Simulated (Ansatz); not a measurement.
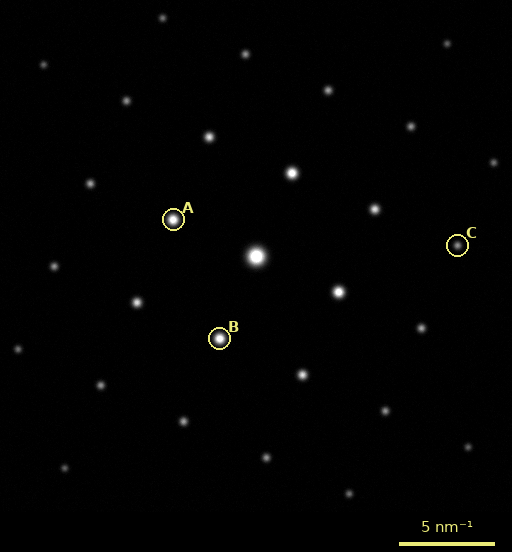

Kinematic zone-axis pattern, calculated for 300 keV electrons with B = 0.5 Å². The zone axis points towards the electron source and the pattern is seen from the source side.

The sample is Li, space group Fd-3m (No. 227), a = 5.94 Å. Structure: the input geometry of an electronic-structure calculation (not necessarily at equilibrium); the starting structure was generated, so it need not be a known form of this composition.

Spot A is indexed -2 -2 0 and spot B 2 -2 0.

**Give hkl for C.**

C = −2A − B = 2 6 0 (d = 0.939 Å).

**Which zone axis is this?**

The cross product of A and B is parallel to [001]; every spot obeys hu + kv + lw = 0.

**What are the spacings of A and B and the angle between them?**

d(A) = 2.099 Å, d(B) = 2.099 Å, and the angle is 90.0°.
